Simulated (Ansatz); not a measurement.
**Band-structure calculation, with input and output: AgCl**

AgCl (Fm-3m, 2 atoms in the cell), computed with DFT, PBEsol, PAW with Ansatz's default frozen-core files, scalar-relativistic, no spin polarisation (Ansatz 0.2.0).

The structure derives from a Materials Project entry. It belongs to a series of runs on one base structure; here: functional pbesol, PAW files.

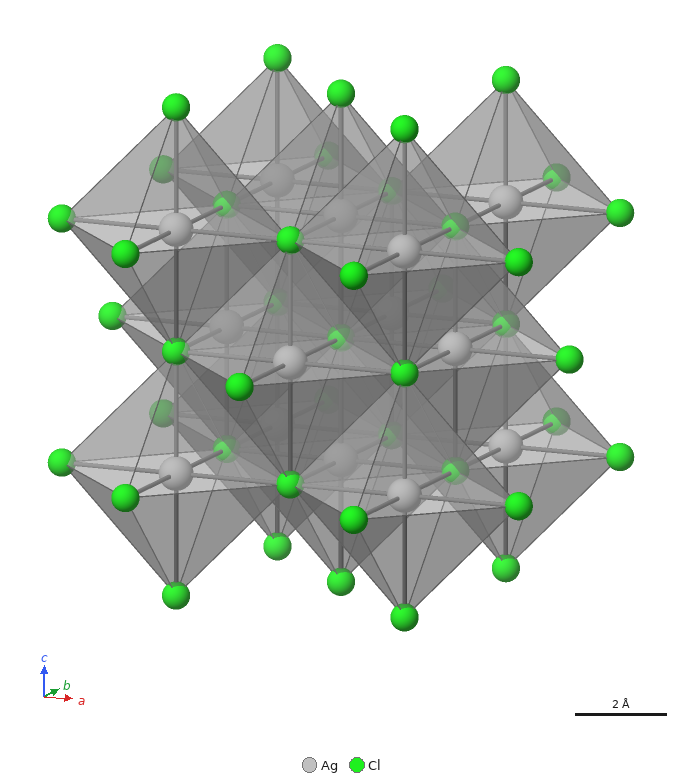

The structure (polyhedral view of the cell 4 times as large as that of the calculation, set on its symmetry axes, seen slightly off an axis; polyhedra are completed across the faces of the cell).

**Input file**
```yaml
crystal:
  lattice:
    - [0.0, 2.7726629968, 2.7726629968]
    - [2.7726629968, 0.0, 2.7726629968]
    - [2.7726629968, 2.7726629968, 0.0]
  atoms:
    - { symbol: Ag, position: [0.0, 0.0, 0.0] }
    - { symbol: Cl, position: [0.5, 0.5, 0.5] }
kpoints:
  mp_grid: { grid: [9, 9, 9] }
  band_path:
    path:
      - [0.0, 0.0, 0.0]
      - [0.5, 0.0, 0.5]
      - [0.625, 0.25, 0.625]
      - [0.375, 0.375, 0.75]
      - [0.0, 0.0, 0.0]
      - [0.5, 0.5, 0.5]
      - [0.5, 0.25, 0.75]
      - [0.5, 0.0, 0.5]
    npoints: 5
scf:
  occupations: { method: fermi_dirac, width: 0.01 }
hamiltonian:
  xc: pbesol
  pseudopotentials: { kind: paw }
output:
  forces: true
  stress: true
  eigenvalues: true
  efg: { contact_densities: true }
```

Command:
```bash
ansatz run input.yaml --threads 1 --pin off --max-ram 2048MiB --backend cpu --events-out ev --progress --plain --runs-dir out
```

**The program's output**
```
Ag: output.efg is read without spin–orbit coupling, which moves field gradients at and beside such atoms by some per cent and up to a factor of two; PAW files take it under magnetization.noncollinear and magnetization.spin_orbit
Engine: ansatz 0.2.0, x86_64-unknown-linux-gnu
Pseudopotentials: kind: paw
Pseudopotential: Ag, paw, valence charge 19, recommended cutoff 420 eV (normal), Ag.paw.azcp
Pseudopotential: Cl, paw, valence charge 7, recommended cutoff 420 eV (normal), Cl.paw.azcp
Functional definition: PBEsol
  exchange = pbesol_x
  correlation = pbesol_c
Crystal: 2 atoms, lattice volume = 42.631 Å³
Basis set: ecut = 420 eV, 869 PW (Γ), exchange–correlation on 54×54×54 points (8 copies of the dense FFT grid, shifted against one another)
Bands: 17, of which v1, the nominal top of the filled ones, is band 13 counted from 1 (12 counted from 0)
Symmetry: 48 space group operations
Space group: Fm-3m (ITA 225), of the structure as read, at distance tolerance 3.5e-5 Å
k-points: 35 of 729
Non-local potential: Ag, projectors of the file, l = 0: 3, l = 1: 2, l = 2: 2, l = 3: 1
Non-local potential: Cl, projectors of the file, l = 0: 2, l = 1: 2, l = 2: 2
PAW form: soft (Blöchl's): semilocal exchange-correlation on the pseudo side does not see the compensation charge
PAW frozen core: Ag, regenerated for the run's functional, and the local potential with it (the file was generated under x = pbe(κ = 0.804, μ = 0.2195149727645171), c = pbe(β = 0.06672455060314922))
PAW frozen core: Cl, regenerated for the run's functional, and the local potential with it (the file was generated under x = pbe(κ = 0.804, μ = 0.2195149727645171), c = pbe(β = 0.06672455060314922))
PAW one-centre angular grid: Ag, 590 points (default); XC on 64 Gauss nodes
PAW one-centre angular grid: Cl, 110 points (default); XC on 64 Gauss nodes
Initial density: superposition of atomic densities (neutral atoms: chi_scale 0, normalization atom), corrected by the library's trained network
Initial wavefunctions: pseudopotential atomic-orbital guess
Functional: x = pbesol(κ = 0.804, μ = 0.12345679012345678), c = pbesol(β = 0.046)
SCF iter   1: F=—  HF=-8583.793692 eV  |F-HF|=—  |Δ(HF+E_count)|=         —  Δρ=7.41e-3  dr2=2.57e-2  ethr=1.77e-3  ⟨swp⟩=5.3  Hψ=2885  notcnv=0
preconditioner: auto → none  [insulator: Δε(μ)=0.686 eV  Ē_g=10.752 eV  σ=0.010 eV  W_gap=1.00  n_scr=14 (ndim 8)  ℏωp=24.1 eV  f_vac=0.036  D(μ)=0.00/eV (n_scr^D=0)  ε∞_Penn≈6.0]
SCF iter   2: F=—  HF=-8583.786205 eV  |F-HF|=—  |Δ(HF+E_count)|=   7.49e-3  Δρ=2.19e-3  dr2=9.45e-4  ethr=9.88e-5  ⟨swp⟩=2.1  Hψ=1287  notcnv=0
SCF iter   3: F=—  HF=-8583.785947 eV  |F-HF|=—  |Δ(HF+E_count)|=   2.58e-4  Δρ=8.15e-4  dr2=1.77e-4  ethr=3.64e-6  ⟨swp⟩=2.0  Hψ=1156  notcnv=0
SCF iter   4: F=—  HF=-8583.785920 eV  |F-HF|=—  |Δ(HF+E_count)|=   2.75e-5  Δρ=3.63e-4  dr2=3.39e-5  ethr=6.81e-7  ⟨swp⟩=2.0  Hψ=796  notcnv=0
SCF iter   5: F=—  HF=-8583.785914 eV  |F-HF|=—  |Δ(HF+E_count)|=   5.65e-6  Δρ=3.49e-5  dr2=3.44e-7  ethr=1.30e-7  ⟨swp⟩=2.8  Hψ=1024  notcnv=0
SCF iter   6: F=-8583.785914 eV  HF=-8583.785914 eV  |F-HF|=3.52e-9  |Δ(HF+E_count)|=   6.26e-8  Δρ=4.74e-6  dr2=7.66e-9  ethr=3.85e-10  ⟨swp⟩=5.2  Hψ=2575  notcnv=0
SCF 1 converged in 6 iterations: F = -8583.785914 eV  dr2 = 7.66e-9
  greatest PAW one-centre occupation: 1.001 electrons in one spin orbital (limit 2), on the Ag atom at site 0 (counted from 0), in its partial waves of l = 0
```

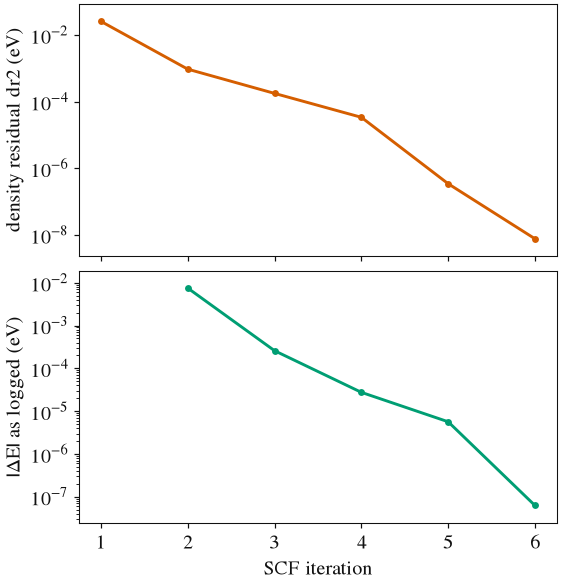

Convergence of the self-consistent field: density residual dr2 and size of the energy change against the SCF iteration. The residual falls at every step.

```
NSCF: frozen V_eff on 36 k-points
SCF converged after 6 iterations
Free energy (F): -8583.785914 eV
Harris-Foulkes:  -8583.785914 eV  (|F-HF|=3.52e-9)
Internal energy: -8583.785914 eV  (E = F + TS)
E sigma→0 (E₀):  -8583.785914 eV
Fermi energy:    8.363107 eV
--- Per-component energies (eV) ---
  E_band       = -361.314247
  E_kinetic    = 688.017523
  E_local      = -3209.130882  (includes V_loc(G=0)·N_el)
  E_nonlocal   = 115.709940
  E_hartree    = 1405.134508
  E_xc         = -287.006963
  E_vxc        = -352.219334  (∫ρ·V_xc dr)
  E_paw        = -4479.911361  (= ΣΔE_a)
  E_vpaw       = -413.966904  (= ΣTr[D̂ρ^β])
  E_aug_tail   = 0.000392  (compensation charges beyond the density's cutoff)
  E_ewald      = -2817.000242
  E_core_change = 0.401171  (= ΣΔE_core)
  E_smearing   = -0.000000  (= −TS)
  E_closure    = -0.000000  (closes the sum)
  Σ components = -8583.785914   (vs F -8583.785914, Δ=0.00e0)
--- Forces (eV/Å), atoms counted from 1 ---
  atom   1  Ag    -0.00000000     0.00000000     0.00000000
  atom   2  Cl     0.00000000    -0.00000000     0.00000000
  max |Σ_I F_I| component: 6.25e-30 eV/Å
--- Stress (GPa, compression-positive) ---
       -2.620915      -0.000000       0.000000
        0.000000      -2.620915       0.000000
       -0.000000       0.000000      -2.620915
  P = ⅓ Tr σ = -2.6209 GPa (-26.209 kbar)
--- PAW observables at the nuclei: V_zz in 10²¹ V/m², potentials from the cell's mean, atoms counted from 1 ---
  atom   1  Ag V_zz =    +0.000000   η = 0.0000   by run symmetry: forbidden
            electrostatic potential = -7475.382417 V   contact ρ = 946929.674173 e/Å³
  atom   2  Cl V_zz =    -0.000000   η = 0.0000   by run symmetry: forbidden
            electrostatic potential = -1777.396773 V   contact ρ = 24020.446938 e/Å³
--- Band table (eV; the first three rows and the last of 35) ---
  k-point 0: bands = ["-81.6508", "-45.2081", "-45.2081", "-45.2081", "-7.1399", "5.5276", "5.5276", "5.5276", "5.5659", "5.5659", "5.6739", "5.6739", "5.6739", "8.7374", "18.5776", "18.5776", "18.5776"]
  k-point 1: bands = ["-81.6508", "-45.2085", "-45.2082", "-45.2082", "-7.0905", "4.9278", "4.9572", "4.9572", "5.5727", "5.5727", "5.8049", "6.3369", "6.3369", "9.3382", "17.4452", "18.3621", "18.3621"]
  k-point 2: bands = ["-81.6507", "-45.2093", "-45.2083", "-45.2083", "-6.9612", "3.9870", "4.4163", "4.4163", "5.6802", "5.6802", "5.9323", "7.0337", "7.0337", "10.5043", "15.9493", "17.2899", "17.2899"]
  k-point 34: bands = ["-81.6507", "-45.2102", "-45.2099", "-45.2092", "-6.6386", "3.6345", "3.9281", "4.0535", "5.9050", "5.9191", "6.0815", "6.1801", "6.8890", "12.0785", "15.1901", "15.6283", "16.4340"]
```

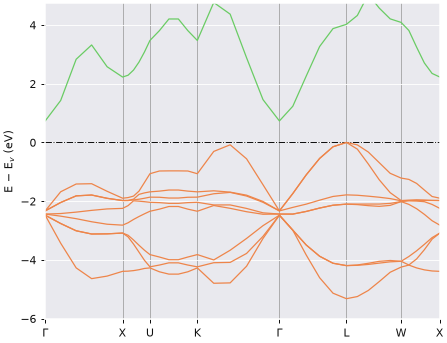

Band structure along Γ–X–U–K–Γ–L–W–X, with energies from the valence-band top. There is a gap of 0.73 eV on this path, indirect, from L to Γ.

**Key numbers**

| quantity | value |
| --- | --- |
| outcome | converged |
| space group (tolerance 0.01 Å) | Fm-3m (225) |
| electrons treated | 26 |
| free energy | −8583.7859 eV |
| Fermi energy | 8.363 eV |
| gap on the k-point mesh | 0.78 eV |
| pressure | −2.62 GPa |
| field gradient V_zz (10²¹ V/m²) | zero at all sites |
| largest force (length of the vector) | under 0.001 eV/Å |
| hardware | 1 thread of Intel Xeon @ 2.50GHz (Skylake/Cascade Lake), 64 GiB of memory available, shared host |
| wall time | 5.2 s |
| peak memory | 0.41 GiB |

**Remarks**

The program warns: the field gradients leave out spin–orbit coupling.
